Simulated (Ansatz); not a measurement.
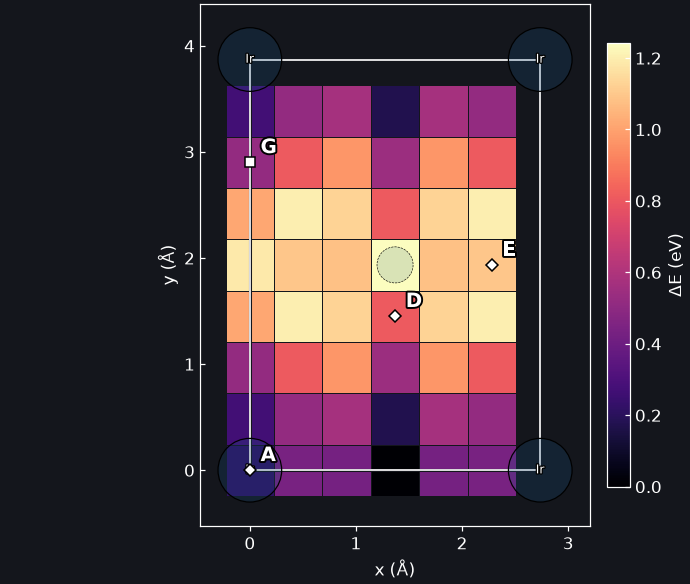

O on an Ir(110) slab cut from the Fm-3m phase, its upper half relaxed before the scan (4 atoms of substrate and one adsorbate in a 1 × 1 cell). 
- O is moved over the surface cell; relaxed at each place: the height of the adsorbate's atoms; substrate rigid; the origin of the map has the adsorbate above Ir4.
- Places are given modulo a cell vector. The map is drawn in real space over the plane of the surface.
- The grid has 6 × 8 points; 20 points were computed and 28 follow by symmetry.
- Energies are in eV, from the lowest grid point.
- With one adsorbate in each 1 × 1 cell, its nearest image is 2.7 Å away, so neighbouring adsorbates interact. The runs have no spin polarisation; a magnetic state may lie lower.
- Computed with DFT PBE, scalar-relativistic, plane waves, PAW in Ansatz 0.2.0. Settings: cutoff 420 eV, k-mesh 10×7×1, gaussian smearing 0.1 eV, no spin polarisation.

In the figure: one coloured cell a grid point, labelled circles for the atoms of the top layer and small ones for the second layer, the outline of one cell of the plane, lettered points.

**Is E the lowest point of the computed grid?**

No. E lies 1.09 eV above the lowest grid point, which is at a bridge site between two Ir atoms, (3/6, 0/8) of the cell vectors.

**Rank the lettered points by energy, lowest first.**

A (0.21 eV), G (0.52 eV), D (0.81 eV), E (1.09 eV).

PAW datasets: the set soft_1.
